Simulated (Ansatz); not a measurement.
Consider TiC (slab).

```xyz
14
Lattice="3.0359 0.0000 0.0000 0.0000 3.0359 0.0000 0.0000 0.0000 27.8801" Properties=species:S:1:pos:R:3 pbc="T T T"
Ti    1.5179    1.5179    7.5753
C     0.0000    0.0000    7.4643
Ti    0.0000    0.0000    9.6674
C     1.5179    1.5179    9.6365
Ti    1.5179    1.5179   11.8011
C     0.0000    0.0000   11.7843
Ti    0.0000    0.0000   13.9400
C     1.5179    1.5179   13.9400
Ti    1.5179    1.5179   16.0790
C     0.0000    0.0000   16.0957
Ti    0.0000    0.0000   18.2127
C     1.5179    1.5179   18.2436
Ti    1.5179    1.5179   20.3048
C     0.0000    0.0000   20.4157
```

Computed without spin polarisation.

Computed with DFT PBEsol, scalar-relativistic, plane waves, PAW in Ansatz.

What can the converged valence pseudo-density and electron localisation function tell about the bonding?

Ti–C (2.06 Å): ρ at the midpoint is about 0.64 e/Å³; the ELF peaks at about 0.80 in the valence shell of C, 0.7 Å from its nucleus, and is about 0.30 at the midpoint.
Ti–C (2.14 Å): ρ is about 0.53 e/Å³ halfway; the ELF peaks at about 0.80 in the valence shell of C, 0.7 Å from its nucleus, and is about 0.25 at the midpoint.
Ti–C (2.16 Å): ρ is about 0.51 e/Å³ halfway; the ELF peaks at about 0.80 in the valence shell of C, 0.7 Å from its nucleus, and is about 0.25 at the midpoint.

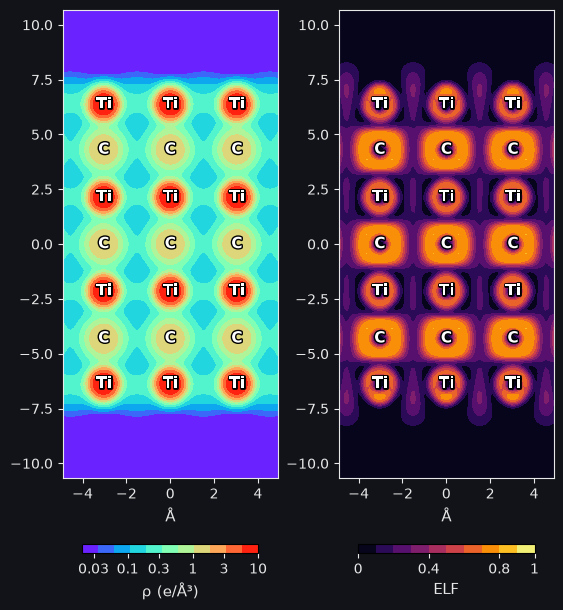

Computed valence pseudo-density and electron localisation function on the (010) plane of the calculation cell, a cut from vacuum to vacuum, in this order. 

In a PAW calculation such maps are meaningful between the atoms, not at the nuclei.
